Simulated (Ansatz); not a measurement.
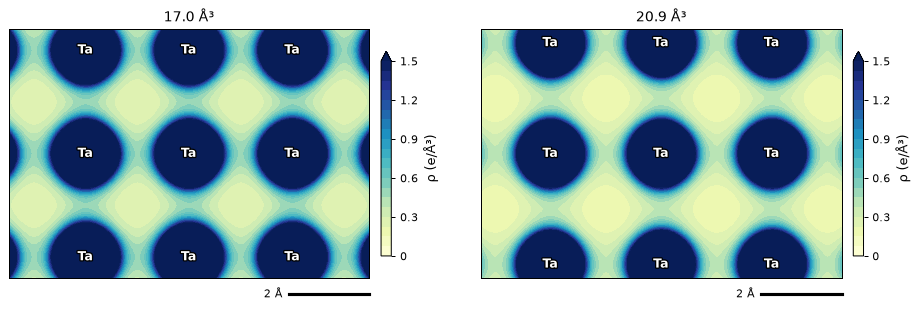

Ta. The valence charge density (pseudo) of cells scaled evenly to different volumes (given per atom above each panel), on the (100) plane of each (indices in the axes of the cell below), at one length scale and on one colour scale.

A generated structure, not necessarily the stable one; computed without spin polarisation.

Method: DFT, LDA (PW92), plane waves (420 eV) with PAW, scalar-relativistic (Ansatz 0.2.0).

In a PAW calculation such maps are meaningful between the atoms, not at the nuclei.

The largest cell:

```yaml
crystal:
  lattice:
    - [2.75350, 0.00000, 0.00000]
    - [0.00000, 2.75350, 0.00000]
    - [0.00000, 0.00000, 2.75350]
  atoms:
    - { symbol: Ta, position: [0.00000, 0.00000, 0.00000] }
```

| volume (Å³/atom) | Ta–Ta contact in the plane (Å) | ρ at its midpoint (e/Å³) | pressure (GPa) | 
| --- | --- | --- | --- |
| 17.01 | 2.572 | 0.511 | 26.8 | 
| 17.78 | 2.610 | ? | ? | 
| 20.88 | 2.753 | 0.392 | −11.0 | 

What values belong in the row with question marks?

Answer. Over the known rows ln ρ falls by 1.46 per Å of Ta–Ta distance (the line through the two), which gives 0.483 e/Å³ at 2.610 Å; the calculation gives 0.483 e/Å³. For the pressure, a straight line in volume between the neighbouring rows gives 19.3 GPa; the calculation gives 15.9, lower because pressure rises ever faster on compression.
